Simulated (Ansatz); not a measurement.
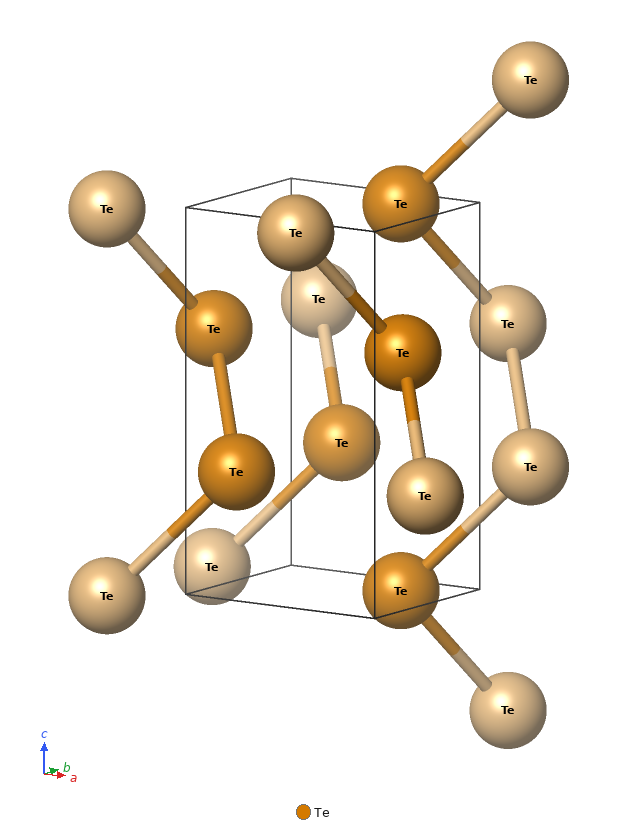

The figure gives a ball-and-stick picture of the atoms, viewed slightly off an axis. The conventional unit cell is drawn as a box. The first bonded neighbours in the surrounding cells are also shown, in fainter colours.

Te, space group P3_121 (No. 152), a = 4.471 Å, b = 4.471 Å, c = 5.837 Å, α = 90.00°, β = 90.00°, γ = 120.00°. Starting structure: a structure listed in the Materials Project. The cell was then strained or its atoms displaced on purpose. It went into a calculation with Ansatz.

This one geometry was computed with Ansatz (DFT, plane waves, PAW) at three levels of theory: HSE06, PBE and r2SCAN.

### Which level gives the highest pressure at this volume, and what does that say about its equilibrium volume?

Highest: PBE (2.2 GPa), which points to the largest equilibrium volume. Lowest, with the smallest volume: HSE06 (0.5 GPa). Levels within 0.5 GPa of each other can't be told apart.

### How does the band gap change with the level of theory?

PBE: a gap of 0.26 eV, indirect; r2SCAN: a gap of 0.44 eV, indirect; HSE06: a gap of 0.71 eV, indirect.

### Collect the results in a table.

| level | cutoff (eV) | k-mesh of the run's cell | gap (eV) | pressure (GPa) |
| --- | --- | --- | --- | --- |
| HSE06 | 420 | 6×6×4 | 0.71 | 0.5 |
| PBE | 420 | 6×6×4 | 0.26 | 2.2 |
| r2SCAN | 500 | 6×6×4 | 0.44 | 1.7 |

Gaps are taken on the k-mesh or band path of each run.
